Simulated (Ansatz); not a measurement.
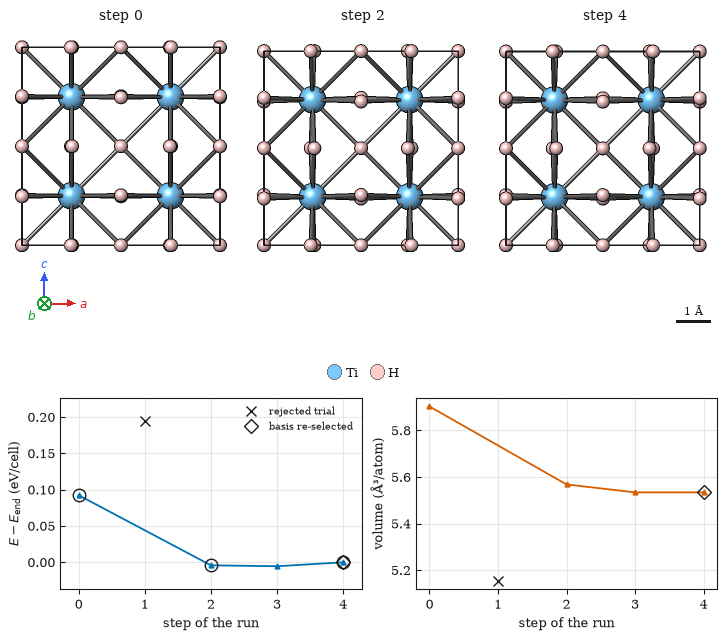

Frames of a relaxation of a crystal of Ti$_{2}$H$_{7}$ (a generated structure, set up in Fm-3m) (coarse preliminary run), marked on the history of the run. The picture is a ball-and-stick view of the conventional cell (4 times the calculation's cell), seen along the b axis. Lengths and directions refer to the drawn axes.

Level of theory: Ansatz, DFT PBE, scalar-relativistic, plane waves, PAW.

The input:
```yaml
crystal:
  lattice:
    - [0.0, 2.98377866, 2.98377866]
    - [2.98377866, 0.0, 2.98377866]
    - [2.98377866, 2.98377866, 0.0]
  atoms:
    - { symbol: Ti, position: [0.25, 0.25, 0.25] }
    - { symbol: Ti, position: [0.75, 0.75, 0.75] }
    - { symbol: H, position: [0.24732002, 0.75267998, 0.75267998] }
    - { symbol: H, position: [0.75267998, 0.24732002, 0.24732002] }
    - { symbol: H, position: [0.75267998, 0.24732002, 0.75267998] }
    - { symbol: H, position: [0.24732002, 0.75267998, 0.24732002] }
    - { symbol: H, position: [0.75267998, 0.75267998, 0.24732002] }
    - { symbol: H, position: [0.24732002, 0.24732002, 0.75267998] }
    - { symbol: H, position: [0.5, 0.5, 0.5] }
basis:
  ecutwfc: 420
kpoints:
  mp_grid: { grid: [6, 6, 6] }
hamiltonian:
  xc: pbe
scf:
  occupations: { method: gaussian, width: 0.1 }
  lower_state_search: "off"
output:
  forces: true
  stress: true
  eigenvalues: true
relax:
  adjacent_minimum: "off"
  f_tol: 0.04
  max_steps: 70
  cell: { stress_tol: 0.4 }
```

Run as
```bash
ansatz run input.yaml --threads 1 --pin off --max-ram 2048MiB --backend cpu --events-out ev --progress --plain --runs-dir out
```

> What happens along the run?

The energy falls by 92.4 meV per cell of the calculation in 2 accepted moves (4 points after the start). Largest force component: 0.1 eV/Å at the start, 0.0033 eV/Å at the end. The pressure goes from −7.48 to 0.06 GPa. The line search rejected the trial step at point 1 of the run. The SCF was repeated once at an unchanged geometry on a basis and grid sized afresh for the cell, which shifted the energy by 5.4 meV per cell of the calculation at most. The largest moves relative to the cell, 0.036 Å, are those of H3, H4, H5, H6, H7 and H8. H5 goes along +b. Ti stays in place. The volume changes by −6.2 %, with a = b = c 5.968 → 5.841 Å (−2.1 %). Among the contacts that change: Ti1–Ti2 2.984 → 2.920 Å, Ti1–H9 2.584 → 2.529 Å, Ti1–H3 2.110 → 2.066 Å. Bond angles that change, for instance: Ti1–H7–Ti1 179.1° → 177.1°. The space group stays Fm-3m (No. 225). Cost: 3.6 s on 1 thread of Intel(R) Xeon(R) 6975P-C (Granite Rapids) (shared host), peak memory 0.35 GiB. From step 0 to 2: H atoms move most (0.04 Å), volume −5.7 %, energy −96.5 meV per cell of the calculation. From step 2 to 4: volume −0.6 %, energy +4.1 meV per cell of the calculation.
